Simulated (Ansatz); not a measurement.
# Geometry relaxation of Si₃N₄ (part 1 of 3)

- system: Si₃N₄ (P6₃, 14 atoms in the cell)
- method: DFT PBE, scalar-relativistic, plane waves, PAW, no spin polarisation (Ansatz 0.2.0)

The structure derives from an entry of the Crystallography Open Database. Figures and captions count atoms from 1; the log counts them from 0 in places.

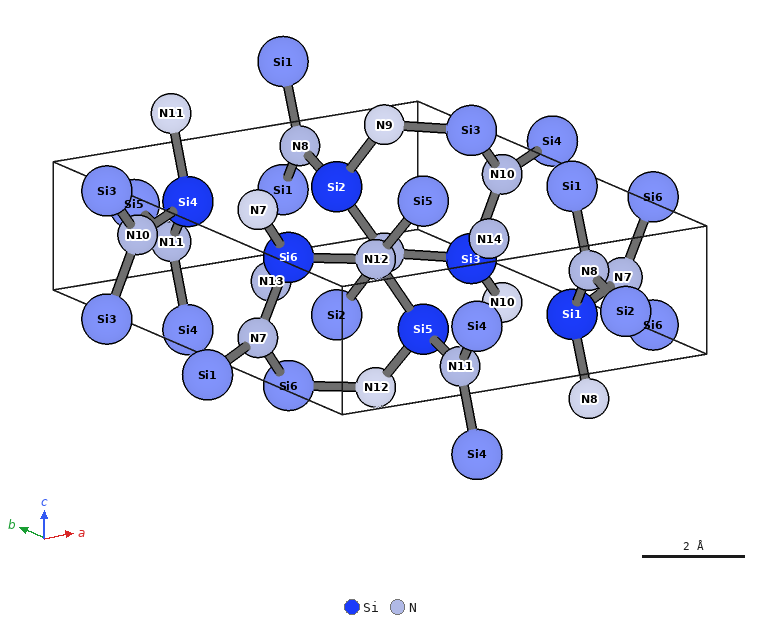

Figure 1. The structure as given in the input (ball-and-stick view of the cell of the calculation, seen at an oblique angle; neighbours outside the cell are drawn fainter; atoms are numbered from 1 in the order of the input). An atom can appear more than once, as a periodic image.

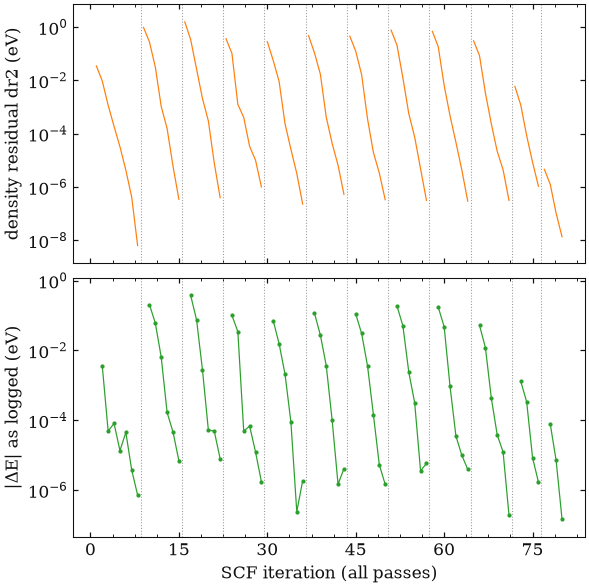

Figure 2. Convergence of the self-consistent field: density residual dr2 and size of the energy change against the SCF iteration. The dotted lines part the SCF passes of the relaxation: geometry steps, rejected trials and re-solves on a re-selected basis. The 12 passes take 4 to 8 iterations each, 80 in all.

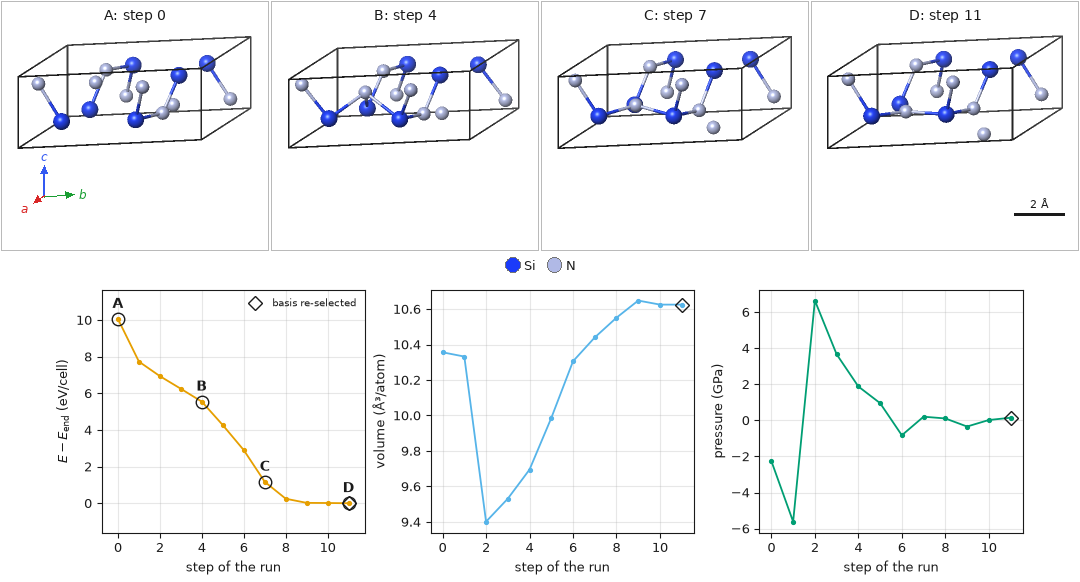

Figure 3. Frames of the relaxation (ball-and-stick view of the cell of the calculation, seen slightly off an axis) above the curves, on which the letters mark them (the first geometry is step 0 here and step 1 in the log).

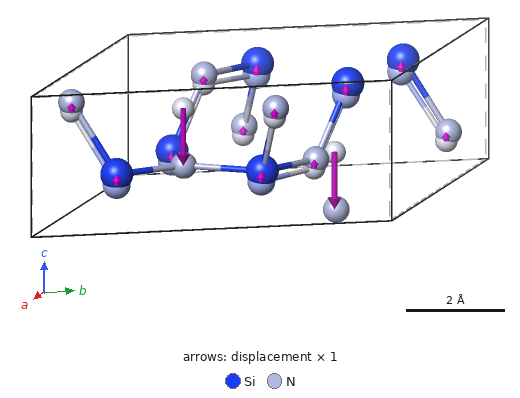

Figure 4. Start (faint) and end (solid) with the displacements (without the part carried along by the change of the cell) as pink arrows, at true length (ball-and-stick view of the cell of the calculation, seen slightly off an axis). The largest moves relative to the cell, 1.20 Å, are those of N13 and N14. By element the largest moves are N 1.20 Å, Si 0.22 Å. The volume changes by +2.6 %, with a = b 7.595 → 7.658 Å (+0.8 %), c 2.902 → 2.929 Å (+0.9 %). Among the contacts that change: Si1–N14 2.229 → 1.742 Å, Si1–N8 1.699 → 1.748 Å, Si1–N7 1.727 → 1.748 Å. Among the angles that change: Si4–N11–Si5 125.4° → 123.0°, Si4–N11–Si5 120.9° → 123.0°. The space group (tolerance 0.01 Å) goes from P6_3 (No. 173) to P6_3/m (No. 176). Over 10 geometry steps the energy falls by 10.044 eV per cell of the calculation. The largest force component goes from 2.2 to 0.043 eV/Å. The pressure goes from −2.26 to 0.15 GPa. A last SCF at the same geometry on a re-selected plane-wave basis shifts the energy by −12.8 meV per cell of the calculation. (Atoms are counted from 1 in the order of the input.)

The input that produced these results follows, with the program's output.

**Input**
```yaml
crystal:
  lattice:
    - [7.595, 0.0, 0.0]
    - [-3.7975, 6.5774629417, 0.0]
    - [0.0, 0.0, 2.9023]
  atoms:
    - { symbol: Si, position: [0.7687, 0.1744, 0.25] }
    - { symbol: Si, position: [0.5943, 0.7687, 0.75] }
    - { symbol: Si, position: [0.8256, 0.5943, 0.25] }
    - { symbol: Si, position: [0.2313, 0.8256, 0.75] }
    - { symbol: Si, position: [0.4057, 0.2313, 0.25] }
    - { symbol: Si, position: [0.1744, 0.4057, 0.75] }
    - { symbol: "N", position: [0.0297, 0.3295, 0.265] }
    - { symbol: "N", position: [0.7002, 0.0297, 0.765] }
    - { symbol: "N", position: [0.6705, 0.7002, 0.265] }
    - { symbol: "N", position: [0.9703, 0.6705, 0.765] }
    - { symbol: "N", position: [0.2998, 0.9703, 0.265] }
    - { symbol: "N", position: [0.3295, 0.2998, 0.765] }
    - { symbol: "N", position: [0.3333333333, 0.6666666667, 0.2344] }
    - { symbol: "N", position: [0.6666666667, 0.3333333333, 0.7344] }
basis:
  ecutwfc: 420
kpoints:
  mp_grid: { grid: [3, 3, 8] }
hamiltonian:
  xc: pbe
scf:
  occupations: { method: gaussian, width: 0.1 }
output:
  forces: true
  stress: true
  eigenvalues: true
relax:
  adjacent_minimum: "off"
  f_tol: 0.05
  max_steps: 80
  cell: { stress_tol: 0.5 }
```

Launch command:
```bash
ansatz run input.yaml --threads 4 --pin off --max-ram 12288MiB --backend cpu --events-out ev --progress --plain --runs-dir out
```

**Output**
```
Engine: ansatz 0.2.0, x86_64-unknown-linux-gnu
Pseudopotentials: kind: paw
Pseudopotential: Si, paw, valence charge 4, recommended cutoff 420 eV (normal), Si.paw.azcp
Pseudopotential: N, paw, valence charge 5, recommended cutoff 420 eV (normal), N.paw.azcp
Functional definition: PBE
  parameter kappa = 0.804
  parameter beta = 0.06672455060314922
  exchange = pbe_x(kappa = kappa, mu = beta*pi^2/3)
  correlation = pbe_c(beta = beta)
Crystal: 14 atoms, lattice volume = 144.987 Å³
Basis set: ecut = 420 eV, 2817 PW (Γ), exchange–correlation on 108×108×40 points (8 copies of the dense FFT grid, shifted against one another)
Bands: 46, of which v1, the nominal top of the filled ones, is band 32 counted from 1 (31 counted from 0)
Symmetry: 6 space group operations
Space group: P63 (ITA 173), of the structure as read, at distance tolerance 5.3e-5 Å
k-points: 15 of 72 (time reversal used)
Non-local potential: Si, projectors of the file, l = 0: 2, l = 1: 2, l = 2: 2
Non-local potential: N, projectors of the file, l = 0: 2, l = 1: 2, l = 2: 1
PAW form: soft (Blöchl's): semilocal exchange-correlation on the pseudo side does not see the compensation charge
PAW one-centre angular grid: Si, 110 points (default); XC on 64 Gauss nodes
PAW one-centre angular grid: N, 110 points (default); XC on 64 Gauss nodes
Initial density: superposition of atomic densities (neutral atoms: chi_scale 0, normalization atom), corrected by the library's trained network
Initial wavefunctions: pseudopotential atomic-orbital guess
Functional: x = pbe(κ = 0.804, μ = 0.2195149727645171), c = pbe(β = 0.06672455060314922)
SCF iter   1: F=—  HF=-6891.755752 eV  |F-HF|=—  |Δ(HF+E_count)|=         —  Δρ=5.85e-3  dr2=3.51e-2  ethr=1.77e-3  ⟨swp⟩=6.9  Hψ=3454  notcnv=0  defer=24
preconditioner: auto → Resta (q_TF=auto, 2.381 Å⁻¹)  ε∞=4.6  [insulator: Δε(μ)=1.465 eV  Ē_g=13.041 eV  σ=0.100 eV  W_gap=1.00  n_scr=32 (ndim 8)  ℏωp=24.7 eV  f_vac=0.036  D(μ)=0.00/eV (n_scr^D=0)  ε∞_Penn≈4.6]
SCF iter   2: F=—  HF=-6891.752128 eV  |F-HF|=—  |Δ(HF+E_count)|=   3.62e-3  Δρ=3.08e-3  dr2=9.55e-3  ethr=5.48e-5  ⟨swp⟩=2.7  Hψ=1305  notcnv=0  defer=24
SCF iter   3: F=—  HF=-6891.752177 eV  |F-HF|=—  |Δ(HF+E_count)|=   4.90e-5  Δρ=9.17e-4  dr2=1.17e-3  ethr=1.49e-5  ⟨swp⟩=3.0  Hψ=957  notcnv=0  defer=24
SCF iter   4: F=—  HF=-6891.752096 eV  |F-HF|=—  |Δ(HF+E_count)|=   8.12e-5  Δρ=3.31e-4  dr2=1.89e-4  ethr=1.83e-6  ⟨swp⟩=2.1  Hψ=947  notcnv=0  defer=24
SCF iter   5: F=—  HF=-6891.752083 eV  |F-HF|=—  |Δ(HF+E_count)|=   1.35e-5  Δρ=1.39e-4  dr2=3.27e-5  ethr=2.95e-7  ⟨swp⟩=2.2  Hψ=885  notcnv=0  defer=24
SCF iter   6: F=—  HF=-6891.752038 eV  |F-HF|=—  |Δ(HF+E_count)|=   4.47e-5  Δρ=3.40e-5  dr2=4.34e-6  ethr=5.11e-8  ⟨swp⟩=2.2  Hψ=910  notcnv=0  defer=24
SCF iter   7: F=—  HF=-6891.752042 eV  |F-HF|=—  |Δ(HF+E_count)|=   3.73e-6  Δρ=1.10e-5  dr2=4.11e-7  ethr=6.78e-9  ⟨swp⟩=2.4  Hψ=979  notcnv=0  defer=24
SCF iter   8: F=-6891.752042 eV  HF=-6891.752042 eV  |F-HF|=1.55e-8  |Δ(HF+E_count)|=   7.17e-7  Δρ=1.84e-6  dr2=6.37e-9  ethr=1.56e-10  ⟨swp⟩=13.4  Hψ=3727  notcnv=0
SCF 1 converged in 8 iterations: F = -6891.752042 eV  dr2 = 6.37e-9
  greatest PAW one-centre occupation: 0.801 electrons in one spin orbital (limit 2), on the N atom at site 13 (counted from 0), in its partial waves of l = 0
relax step   1: F+E_penalty+E_count = -6891.75204241 eV  Δ(F+E_penalty+E_count) = +0.000e0 eV  max|allowed force component| = 2.176e0 eV/Å  Δτ_max = 0.0000 Å  P = -2.262 GPa  Ω = 144.987 Å³  (8 SCF iters, dr2 threshold 1.00e-7 eV, accepted)
Crystal: 14 atoms, lattice volume = 144.652 Å³
Basis set: ecut = 420 eV, 2823 PW (Γ), exchange–correlation on 108×108×40 points (8 copies of the dense FFT grid, shifted against one another)
Initial density: handed on by an earlier stage of this run
Initial wavefunctions: those handed on with the density
iter 1 solved again at ethr=1.52e-3 eV; its pass at ethr=3.10e-3 eV (dr2=9.76e-1 eV) is discarded
SCF iter   1: F=—  HF=-6894.350808 eV  |F-HF|=—  |Δ(HF+E_count)|=         —  Δρ=3.20e-2  dr2=9.76e-1  ethr=1.52e-3  ⟨swp⟩=2.2  Hψ=3973  notcnv=0
preconditioner: auto → Resta (q_TF=auto, 2.382 Å⁻¹)  ε∞=4.5  [insulator: Δε(μ)=1.598 eV  Ē_g=13.272 eV  σ=0.100 eV  W_gap=1.00  n_scr=20 (ndim 8)  ℏωp=24.7 eV  f_vac=0.045  D(μ)=0.00/eV (n_scr^D=0)  ε∞_Penn≈4.5]
SCF iter   2: F=—  HF=-6894.143316 eV  |F-HF|=—  |Δ(HF+E_count)|=   2.07e-1  Δρ=1.75e-2  dr2=2.81e-1  ethr=1.52e-3  ⟨swp⟩=1.9  Hψ=769  notcnv=0
SCF iter   3: F=—  HF=-6894.082646 eV  |F-HF|=—  |Δ(HF+E_count)|=   6.07e-2  Δρ=4.62e-3  dr2=3.22e-2  ethr=4.39e-4  ⟨swp⟩=2.3  Hψ=1267  notcnv=0
SCF iter   4: F=—  HF=-6894.076175 eV  |F-HF|=—  |Δ(HF+E_count)|=   6.47e-3  Δρ=1.14e-3  dr2=1.06e-3  ethr=5.03e-5  ⟨swp⟩=2.7  Hψ=1155  notcnv=0
SCF iter   5: F=—  HF=-6894.076342 eV  |F-HF|=—  |Δ(HF+E_count)|=   1.67e-4  Δρ=4.12e-4  dr2=1.57e-4  ethr=1.66e-6  ⟨swp⟩=2.1  Hψ=1057  notcnv=0
SCF iter   6: F=—  HF=-6894.076389 eV  |F-HF|=—  |Δ(HF+E_count)|=   4.62e-5  Δρ=7.36e-5  dr2=6.09e-6  ethr=2.46e-7  ⟨swp⟩=2.7  Hψ=1091  notcnv=0
SCF iter   7: F=-6894.076396 eV  HF=-6894.076396 eV  |F-HF|=4.90e-7  |Δ(HF+E_count)|=   6.90e-6  Δρ=1.51e-5  dr2=3.47e-7  ethr=2.19e-9  ⟨swp⟩=12.5  Hψ=3882  notcnv=0
SCF 2 converged in 7 iterations: F = -6894.076396 eV  dr2 = 3.47e-7
  greatest PAW one-centre occupation: 0.795 electrons in one spin orbital (limit 2), on the N atom at site 13 (counted from 0), in its partial waves of l = 0
relax step   2: F+E_penalty+E_count = -6894.07639608 eV  Δ(F+E_penalty+E_count) = -2.324e0 eV  max|allowed force component| = 1.257e0 eV/Å  Δτ_max = 0.1695 Å  P = -5.616 GPa  Ω = 144.652 Å³  energy of the carried Pulay correction = +1.013e-3 eV  (7 SCF iters, dr2 threshold 1.40e-6 eV, accepted)
Crystal: 14 atoms, lattice volume = 131.619 Å³
Basis set: ecut = 420 eV, 2625 PW (Γ), exchange–correlation on 108×108×40 points (8 copies of the dense FFT grid, shifted against one another)
iter 1 solved again at ethr=2.47e-3 eV; its pass at ethr=3.10e-3 eV (dr2=1.58e0 eV) is discarded
SCF iter   1: F=—  HF=-6895.324124 eV  |F-HF|=—  |Δ(HF+E_count)|=         —  Δρ=3.68e-2  dr2=1.58e0  ethr=2.47e-3  ⟨swp⟩=2.3  Hψ=4216  notcnv=0
preconditioner: auto → Resta (q_TF=auto, 2.419 Å⁻¹)  ε∞=4.3  [insulator: Δε(μ)=1.452 eV  Ē_g=14.267 eV  σ=0.100 eV  W_gap=1.00  n_scr=20 (ndim 8)  ℏωp=25.9 eV  f_vac=0.066  D(μ)=0.00/eV (n_scr^D=0)  ε∞_Penn≈4.3]
SCF iter   2: F=—  HF=-6894.949313 eV  |F-HF|=—  |Δ(HF+E_count)|=   3.75e-1  Δρ=1.78e-2  dr2=3.39e-1  ethr=2.47e-3  ⟨swp⟩=3.5  Hψ=1297  notcnv=0
SCF iter   3: F=—  HF=-6894.874297 eV  |F-HF|=—  |Δ(HF+E_count)|=   7.50e-2  Δρ=5.52e-3  dr2=2.66e-2  ethr=5.30e-4  ⟨swp⟩=3.0  Hψ=1259  notcnv=0  defer=10
SCF iter   4: F=—  HF=-6894.871521 eV  |F-HF|=—  |Δ(HF+E_count)|=   2.78e-3  Δρ=1.25e-3  dr2=2.11e-3  ethr=4.16e-5  ⟨swp⟩=2.1  Hψ=1146  notcnv=0  defer=10
SCF iter   5: F=—  HF=-6894.871573 eV  |F-HF|=—  |Δ(HF+E_count)|=   5.25e-5  Δρ=5.59e-4  dr2=3.02e-4  ethr=3.30e-6  ⟨swp⟩=2.1  Hψ=1017  notcnv=0  defer=10
SCF iter   6: F=—  HF=-6894.871622 eV  |F-HF|=—  |Δ(HF+E_count)|=   4.88e-5  Δρ=1.09e-4  dr2=8.01e-6  ethr=4.72e-7  ⟨swp⟩=2.4  Hψ=1132  notcnv=0  defer=11
SCF iter   7: F=-6894.871630 eV  HF=-6894.871630 eV  |F-HF|=7.54e-8  |Δ(HF+E_count)|=   7.88e-6  Δρ=1.68e-5  dr2=4.00e-7  ethr=2.19e-9  ⟨swp⟩=13.6  Hψ=4198  notcnv=0
SCF 3 converged in 7 iterations: F = -6894.871630 eV  dr2 = 4.00e-7
  greatest PAW one-centre occupation: 0.794 electrons in one spin orbital (limit 2), on the N atom at site 11 (counted from 0), in its partial waves of l = 0
relax step   3: F+E_penalty+E_count = -6894.87163013 eV  Δ(F+E_penalty+E_count) = -7.952e-1 eV  max|allowed force component| = 1.826e0 eV/Å  Δτ_max = 0.1867 Å  P = +6.640 GPa  Ω = 131.619 Å³  energy of the carried Pulay correction = +4.231e-2 eV  (7 SCF iters, dr2 threshold 1.40e-6 eV, accepted)
Crystal: 14 atoms, lattice volume = 133.433 Å³
Basis set: ecut = 420 eV, 2673 PW (Γ), exchange–correlation on 108×108×40 points (8 copies of the dense FFT grid, shifted against one another)
iter 1 solved again at ethr=5.68e-4 eV; its pass at ethr=3.10e-3 eV (dr2=3.64e-1 eV) is discarded
SCF iter   1: F=—  HF=-6895.698499 eV  |F-HF|=—  |Δ(HF+E_count)|=         —  Δρ=1.65e-2  dr2=3.66e-1  ethr=5.68e-4  ⟨swp⟩=2.9  Hψ=3708  notcnv=0
preconditioner: auto → Resta (q_TF=auto, 2.414 Å⁻¹)  ε∞=4.4  [insulator: Δε(μ)=1.653 eV  Ē_g=14.028 eV  σ=0.100 eV  W_gap=1.00  n_scr=20 (ndim 8)  ℏωp=25.7 eV  f_vac=0.052  D(μ)=0.00/eV (n_scr^D=0)  ε∞_Penn≈4.4]
SCF iter   2: F=—  HF=-6895.597159 eV  |F-HF|=—  |Δ(HF+E_count)|=   1.01e-1  Δρ=8.89e-3  dr2=1.03e-1  ethr=5.68e-4  ⟨swp⟩=1.5  Hψ=833  notcnv=0
SCF iter   3: F=—  HF=-6895.562434 eV  |F-HF|=—  |Δ(HF+E_count)|=   3.47e-2  Δρ=9.97e-4  dr2=1.27e-3  ethr=1.61e-4  ⟨swp⟩=2.0  Hψ=1255  notcnv=0
SCF iter   4: F=—  HF=-6895.562385 eV  |F-HF|=—  |Δ(HF+E_count)|=   4.88e-5  Δρ=6.04e-4  dr2=4.11e-4  ethr=1.98e-6  ⟨swp⟩=2.5  Hψ=1250  notcnv=0
SCF iter   5: F=—  HF=-6895.562317 eV  |F-HF|=—  |Δ(HF+E_count)|=   6.81e-5  Δρ=1.27e-4  dr2=3.34e-5  ethr=6.42e-7  ⟨swp⟩=2.0  Hψ=1053  notcnv=0
SCF iter   6: F=—  HF=-6895.562329 eV  |F-HF|=—  |Δ(HF+E_count)|=   1.24e-5  Δρ=7.54e-5  dr2=1.02e-5  ethr=5.22e-8  ⟨swp⟩=2.5  Hψ=1135  notcnv=0
SCF iter   7: F=-6895.562332 eV  HF=-6895.562331 eV  |F-HF|=9.39e-7  |Δ(HF+E_count)|=   1.73e-6  Δρ=2.22e-5  dr2=1.01e-6  ethr=2.19e-9  ⟨swp⟩=9.5  Hψ=3991  notcnv=0
SCF 4 converged in 7 iterations: F = -6895.562332 eV  dr2 = 1.01e-6
  greatest PAW one-centre occupation: 0.795 electrons in one spin orbital (limit 2), on the N atom at site 9 (counted from 0), in its partial waves of l = 0
relax step   4: F+E_penalty+E_count = -6895.56233173 eV  Δ(F+E_penalty+E_count) = -6.907e-1 eV  max|allowed force component| = 1.656e0 eV/Å  Δτ_max = 0.0686 Å  P = +3.662 GPa  Ω = 133.433 Å³  energy of the carried Pulay correction = +3.633e-2 eV  (7 SCF iters, dr2 threshold 1.40e-6 eV, accepted)
Crystal: 14 atoms, lattice volume = 135.731 Å³
Basis set: ecut = 420 eV, 2697 PW (Γ), exchange–correlation on 108×108×40 points (8 copies of the dense FFT grid, shifted against one another)
iter 1 solved again at ethr=4.32e-4 eV; its pass at ethr=3.10e-3 eV (dr2=2.77e-1 eV) is discarded
```
